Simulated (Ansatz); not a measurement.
B7P8: several calculations on one system

### Relaxation

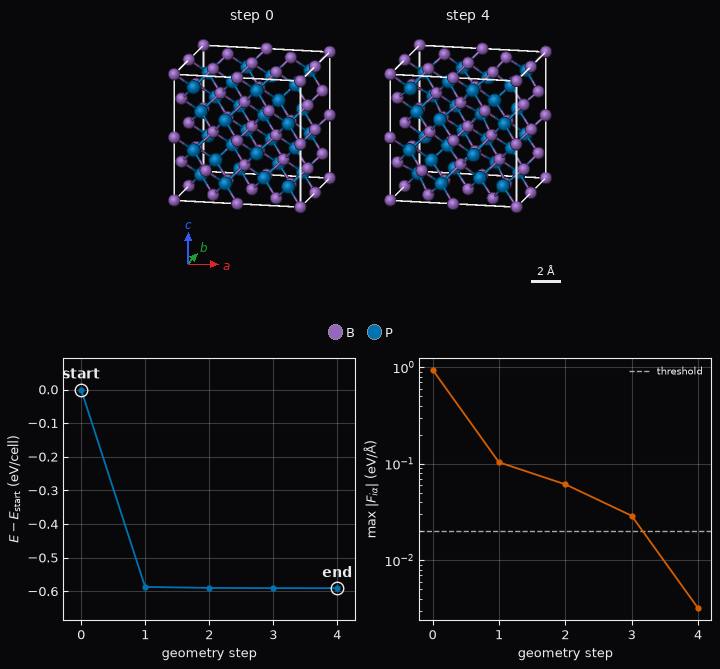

First and last geometry of a relaxation of a defect cell of composition B7P8 (cell charge −3), with the history of the run. Style: ball-and-stick. Shown: the conventional cell (4 times the calculation's cell), slightly off an axis. Lengths and directions refer to the drawn axes.

Case: B vacancy, atoms relaxed.

Theory: DFT PBEsol, scalar-relativistic, plane waves, PAW in Ansatz 0.2.0. Set-up: plane-wave cutoff 420 eV; k-point mesh 4 × 4 × 4; occupations gaussian; smearing width 0.05 eV; no spin polarisation; atoms relaxed in a fixed cell; force threshold 0.02 eV/Å; at most 50 steps.

Read the history and describe the run.

It converged. After 4 geometry steps the energy has fallen by 0.591 eV per cell of the calculation. Largest force component: 0.95 eV/Å at the start, 0.0032 eV/Å at the end. The largest moves, 0.13 Å, are those of P atoms. By element the largest moves are P 0.13 Å, B 0.05 Å. The lattice vectors keep their values. Among the contacts that change: B–P 1.957 → 1.983 Å. Among the angles between lasting bonds that change: P–B–P 109.5° → 118.9°, B–P–B 109.5° → 104.4°, P–B–P 109.5° → 106.2°.

```tsv
step	E − E(0), meV/atom	largest force component, eV/Å
0	0.00	0.9463
1	-39.13	0.1039
2	-39.33	0.0614
3	-39.37	0.0290
4	-39.38	0.0032
```

Limits of the set-up: the periodic images lie only 6.4 Å apart, so the values are limited by the cell's size; the cell is charged, on a uniform background, and energies carry no finite-size correction.

### Relaxation

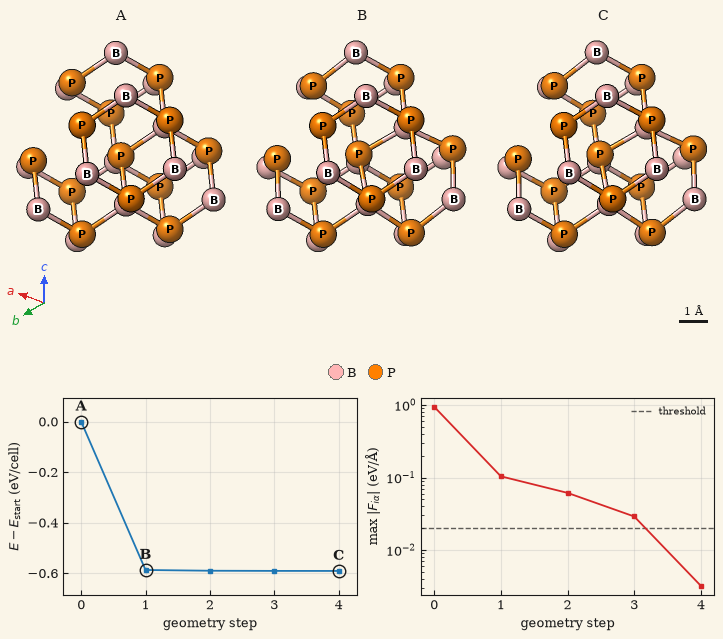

Frames of a relaxation of a defect cell of composition B7P8 (cell charge −3), marked on the history of the run. A ball-and-stick model of the atoms within 4.2 Å of the atom that moves most (axes of the conventional cell (4 times the calculation's cell)), seen from a free direction. Lengths and directions refer to the drawn axes.

These are results of DFT PBEsol, scalar-relativistic, plane waves, PAW; settings changed (Ansatz 0.2.0), not measurements.

The input:
```yaml
crystal:
  lattice:
    - [0.0, 4.5201727734, -4.5201727734]
    - [4.5201727734, 4.5201727734, 0.0]
    - [4.5201727734, 0.0, -4.5201727734]
  atoms:
    - { symbol: B, position: [0.0, 0.5, 0.5] }
    - { symbol: B, position: [0.5, 0.0, 0.5] }
    - { symbol: B, position: [0.5, 0.5, 0.5] }
    - { symbol: B, position: [0.0, 0.0, 1.0] }
    - { symbol: B, position: [0.0, 0.5, 1.0] }
    - { symbol: B, position: [0.5, 0.0, 1.0] }
    - { symbol: B, position: [0.5, 0.5, 1.0] }
    - { symbol: P, position: [0.125, 0.125, 0.125] }
    - { symbol: P, position: [0.125, 0.625, 0.125] }
    - { symbol: P, position: [0.625, 0.125, 0.125] }
    - { symbol: P, position: [0.625, 0.625, 0.125] }
    - { symbol: P, position: [0.125, 0.125, 0.625] }
    - { symbol: P, position: [0.125, 0.625, 0.625] }
    - { symbol: P, position: [0.625, 0.125, 0.625] }
    - { symbol: P, position: [0.625, 0.625, 0.625] }
total_charge: -3
kpoints:
  mp_grid: { grid: [4, 4, 4] }
hamiltonian:
  xc: pbesol
scf:
  occupations: { method: gaussian, width: 0.05 }
output:
  forces: true
  eigenvalues: true
  stress: true
relax:
  adjacent_minimum: "off"
  f_tol: 0.02
  max_steps: 50
accuracy: medium
```

Launched with:
```bash
ansatz run input.yaml --threads 4 --pin off --max-ram 9216MiB --backend cpu --events-out ev --progress --plain --runs-dir out
```

What happens along the run?

The largest moves, 0.13 Å, are those of P8, P12, P13 and P14. P13 goes along [1 1 1]. Largest moves by element: P 0.13 Å, B 0.05 Å. The lattice vectors keep their values. Among the contacts that change: B1–P12 1.957 → 1.977 Å, B7–P11 1.957 → 1.972 Å. Among the angles between lasting bonds that change: P12–B1–P13 109.5° → 118.9°, B4–P8–B5 109.5° → 104.4°, P9–B1–P15 109.5° → 106.2°. The energy falls by 0.591 eV per cell of the calculation in 4 geometry steps. The largest force component goes from 0.95 to 0.0032 eV/Å. From step 0 to 1: P atoms move most (0.14 Å), energy −0.587 eV per cell of the calculation. From step 1 to 4: energy −3.8 meV per cell of the calculation.

Limits of the set-up: the periodic images lie only 6.4 Å apart, so the values are limited by the cell's size; the cell is charged, on a uniform background, and energies carry no finite-size correction.

### Path

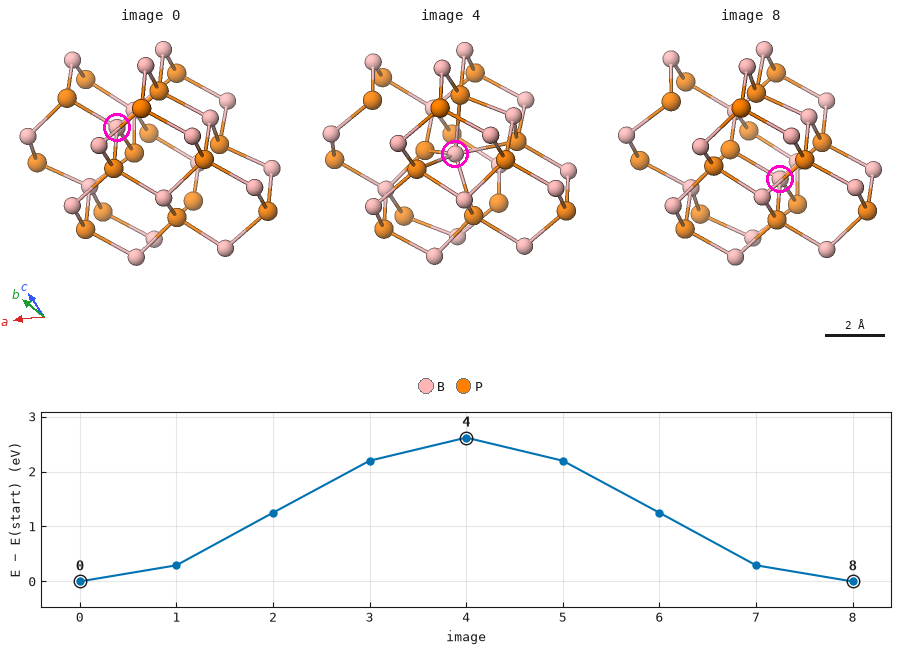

A nudged-elastic-band calculation for a defect cell of composition B$_{7}$P$_{8}$ (cell charge −3) with a B vacancy (15 atoms in the cell). Images are numbered from 0 (start) to 8 (end). Style: ball-and-stick. Shown: the atoms within 4.6 Å of the middle of the path, from a free direction. The moving atom is ringed, with any periodic copies. Bonds to atoms that aren't drawn are left out.

Method: DFT PBEsol, scalar-relativistic, plane waves, PAW (Ansatz). Run with plane-wave cutoff 420 eV; k-point mesh 4 × 4 × 4; Gaussian smearing 0.05 eV; 7 movable images; climbing image from the first iteration; force threshold 0.05 eV/Å; iteration limit 60.

### Describe the mechanism and the energy profile.

The two ends have the same energy, and the highest point, image 4, lies 2.62 eV above the start. It is a vacancy jump: a nearby atom moves into the empty site and leaves its own site empty. A B atom travels furthest, 3.20 Å from end to end, along −b, on a path that bends up to 0.41 Å away from the straight line. At the highest image its nearest neighbour (P) is 1.86 Å away, against 1.98 Å at the start, and the surrounding atoms stand up to 0.44 Å off the mean of their end positions. Breaking: 3 B–P (1.98 → 3.70–4.80 Å). Forming: 2 B–P (3.70 → 1.98 Å). The band converged in 9 iterations, with a climbing image at the top.

Limits of the set-up: the periodic images lie only 6.4 Å apart, so the values are limited by the cell's size; the cell is charged, on a uniform background, and energies carry no finite-size correction.

Cost: 6.3 min on 4 threads of Arm Neoverse V2 (shared host), peak memory 1.9 GiB.
